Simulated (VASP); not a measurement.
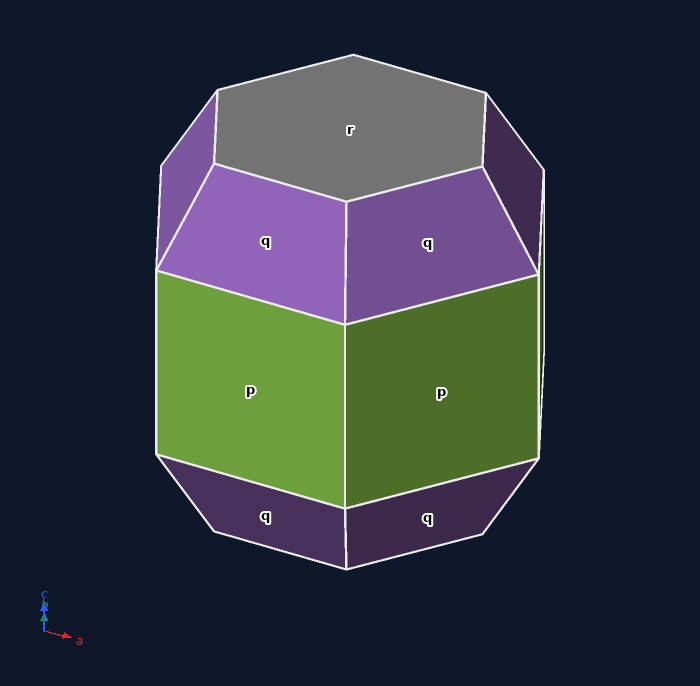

BFDH (Bravais–Friedel–Donnay–Harker) growth shape, computed from the cell and space group alone: each face lies at a distance from the centre proportional to 1/d(hkl), with d taken for the first order that the space group does not extinguish. It ignores bonding, solvent and kinetics. Faces of one form share a colour. Cell of Ti: space group P6_3/mmc (No. 194), a = 2.950 Å, b = 2.950 Å, c = 4.680 Å, α = 90.00°, β = 90.00°, γ = 120.00°. Source: an entry of the Crystallography Open Database, as set up for an electronic-structure calculation. Forms under 0.4 % of the area are left out.

**Which form is which colour?**

green (p): {100} (d = 2.55 Å, 41 % of the area); purple (q): {101} (d = 2.24 Å, 40 % of the area); grey (r): {002} (d = 2.34 Å, 19 % of the area).
